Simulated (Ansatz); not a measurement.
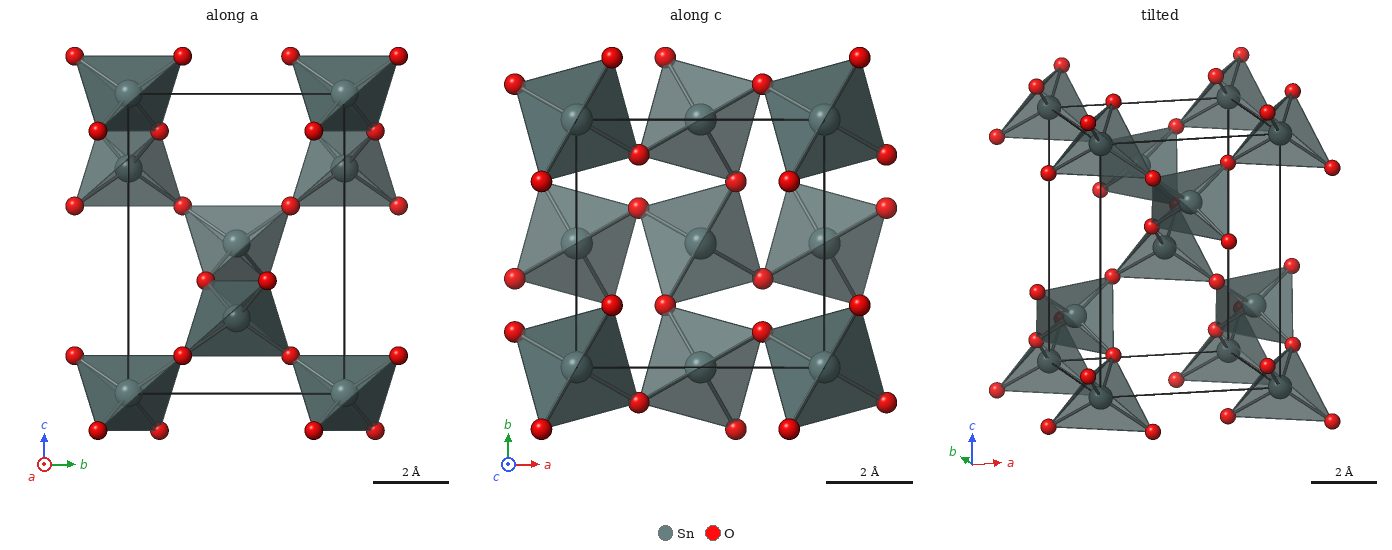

View along the a axis, along the c axis and slightly off an axis, drawn as a polyhedral model. The wireframe shows the conventional unit cell. Some atoms of the next cells are drawn as well.

Summary of the structure:

- The material is SnO2.
- The space group is I-42d (No. 122); the lattice is body-centred tetragonal.
- One cell contains 4 Sn, 8 O, 12 atoms in all.
- The polyhedra are SnO4 tetrahedra; they share corners.
- Sn bonds to four O in a distorted tetrahedral arrangement at about 1.9 Å. Around each O lie two Sn in a bent arrangement at about 1.9 Å.
- The bonds build a three-dimensional framework.

The structure comes from a structure listed in the Materials Project, with elements exchanged, so it need not be a known form of the compound. Earlier steps of the study, as a rule a relaxation of our own, may have changed the cell and positions, so they can lie some per cent off the listed ones. It went into a calculation with Ansatz.
